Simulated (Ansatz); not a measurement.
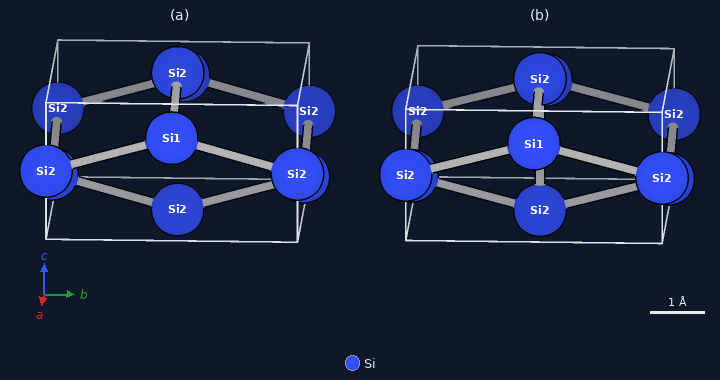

Left: a symmetric starting cell of Si. Right: the same structure after one change, at the same scale. The picture is a ball-and-stick view of the conventional cell (2 times the calculation's cell), seen from a free direction. Lengths and directions refer to the drawn axes.

Method: DFT PBE, scalar-relativistic, plane waves, PAW in Ansatz. Settings: plane-wave cutoff 420 eV; k-point mesh 18 × 18 × 18; occupations gaussian; smearing width 0.1 eV; no spin polarisation.

### What was changed?

The cell is strained by −4.1 % along c and +1.9 % across it (volume −0.4 %), the atoms keeping their fractional coordinates. No relaxation follows. The starting cell wasn't computed here and needn't be at equilibrium, so pressure and forces aren't due to the change alone.

### And its effect?

Near-neighbour distances before and after: Si–Si 2.659 → 2.550 Å, Si–Si 2.463 → 2.499 Å. The space group stays I4_1/amd (No. 141). The pressure is 3.3 GPa (not all of it need come from the change, since the unchanged cell can be under pressure at this level too). The principal stresses (compression positive) are 7.4 GPa along c and 1.3 GPa across it. All forces vanish by symmetry.
